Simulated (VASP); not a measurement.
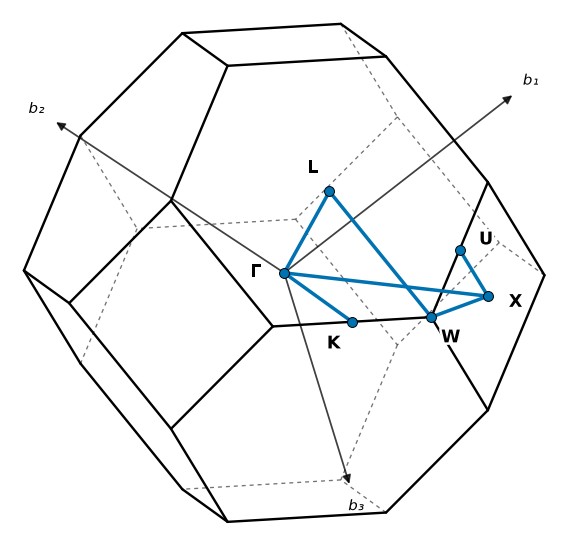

For GaP, the end point of a relaxation with VASP, VASP Kohn-Sham DFT of a periodic cell, PBEsol0, VASP PAW PBE potentials, recommended: the first Brillouin zone and its special points. The drawing is computed from the coordinates (standard cell, symmetry found to 0.002 Å).

Space group No. 216, F-43m; a = 5.420 Å, b = 5.420 Å, c = 5.420 Å, α = 90.00°, β = 90.00°, γ = 90.00°.

Labels and path follow the convention of Hinuma et al. (2017), as computed by seekpath; the arrows show the directions of the reciprocal primitive vectors b₁, b₂, b₃, in which coordinates are given; lengths include the factor 2π.

**List the special points with their coordinates and distances from Γ.**

```tsv
point	k₁	k₂	k₃	length of k (1/Å)
Γ	0	0	0	0.000
X	1/2	0	1/2	1.159
L	1/2	1/2	1/2	1.004
W	1/2	1/4	3/4	1.296
K	3/8	3/8	3/4	1.230
U	5/8	1/4	5/8	1.230
```

**What is the zone's volume?**

(2π)³ over the primitive cell's volume of 39.81 Å³: 6.23 Å⁻³.
